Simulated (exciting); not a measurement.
## Electronic structure of MnO in real space

Input

```
<input>
  <title>MnO</title>
  <structure speciespath="./" tshift="false">
    <crystal scale="1">
      <basevect>5.050082665956 0.000000000000 0.000000000000</basevect>
      <basevect>0.000000000000 5.050082665956 0.000000000000</basevect>
      <basevect>0.000000000000 0.000000000000 5.050082665956</basevect>
    </crystal>
    <species speciesfile="Mn.xml" rmt="2">
      <atom coord="0.000000000000 0.000000000000 0.000000000000" bfcmt="0 0 -8"/>
    </species>
    <species speciesfile="O.xml" rmt="1.45">
      <atom coord="0.500000000000 0.500000000000 0.500000000000" bfcmt="0 0 0"/>
    </species>
  </structure>
  <groundstate do="fromscratch" ngridk="10 10 10" rgkmax="7.5" gmaxvr="14" lmaxapw="10" lmaxmat="10" lmaxvr="8" xctype="GGA_PBE_SOL" stype="Fermi Dirac" swidth="0.00183747" nempty="24" ValenceRelativity="iora*" epsengy="1e-05" epspot="1e-05" maxscl="90" tforce="true" outputlevel="normal">
    <spin reducebf="0.5"/>
  </groundstate>
  <properties>
    <chargedensityplot>
      <plot3d>
        <box grid="14 14 14">
          <origin coord="0 0 0"/>
          <point coord="1 0 0"/>
          <point coord="0 1 0"/>
          <point coord="0 0 1"/>
        </box>
      </plot3d>
    </chargedensityplot>
    <elfplot>
      <plot3d>
        <box grid="14 14 14">
          <origin coord="0 0 0"/>
          <point coord="1 0 0"/>
          <point coord="0 1 0"/>
          <point coord="0 0 1"/>
        </box>
      </plot3d>
    </elfplot>
    <exccplot>
      <plot3d>
        <box grid="14 14 14">
          <origin coord="0 0 0"/>
          <point coord="1 0 0"/>
          <point coord="0 1 0"/>
          <point coord="0 0 1"/>
        </box>
      </plot3d>
    </exccplot>
  </properties>
</input>
```

Command:

```sh
OMP_NUM_THREADS=1 exciting_smp
```

Below, planes, directions and counts refer to the conventional cell (a = 2.67 Å, b = 2.67 Å, c = 2.67 Å, α = 90.00°, β = 90.00°, γ = 90.00°).

Space group Pm-3m; a generated structure, not necessarily the stable one; built by placing these elements on a known structure type; spin-polarised.

All numbers below come from exciting sodium, Kohn-Sham DFT of a periodic cell, PBEsol, all-electron LAPW+lo, shipped species files.

The calculation treats all electrons.

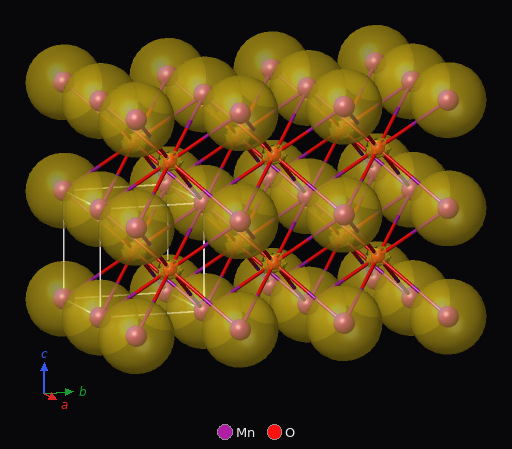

Figure 1. Isosurface of the spin density (up minus down) at +0.2 e/Å³ (yellow), seen slightly off an axis. Sticks mark near contacts.

> Which atoms carry the moments, and with what signs?

The spin density sits on Mn: +3.6 μB in one cell of 2 atoms, with smaller moments on other sites: O (up to +0.10 μB): parallel main moments, as they must be, since the calculation's own cell holds one magnetic site. The cell of the calculation (2 atoms) carries 4.1 μB of net spin moment.

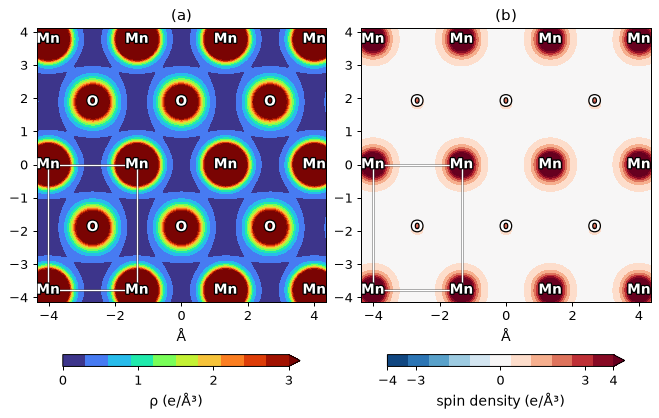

Figure 2. (a) total electron density; (b) magnetisation density (up minus down) on the (011̄) plane of the conventional cell.

> What do the fields say about this system?

Atoms in the plane: Mn and O.
Mn–O (2.31 Å): ρ is about 0.31 e/Å³ halfway.
Between the atoms the lowest density in this plane is 0.16 e/Å³.

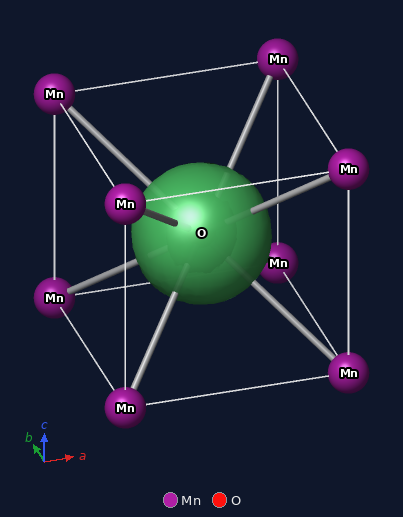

Figure 3. Isosurface of the ELF at 0.7 (green), seen at an oblique angle. Only the valence region is drawn (cores and ρ < 0.01 e/Å³ removed). Sticks mark near contacts.

> Describe the localisation domains.

At this value the surface marks out one region wrapped around O (its valence shell), counted in one cell of 2 atoms. Regions shared between cells count once. Along the contacts the grid gives the following. Mn–O (2.31 Å): the ELF is about 0.15 at the midpoint: no shared electron pair shows on this line.
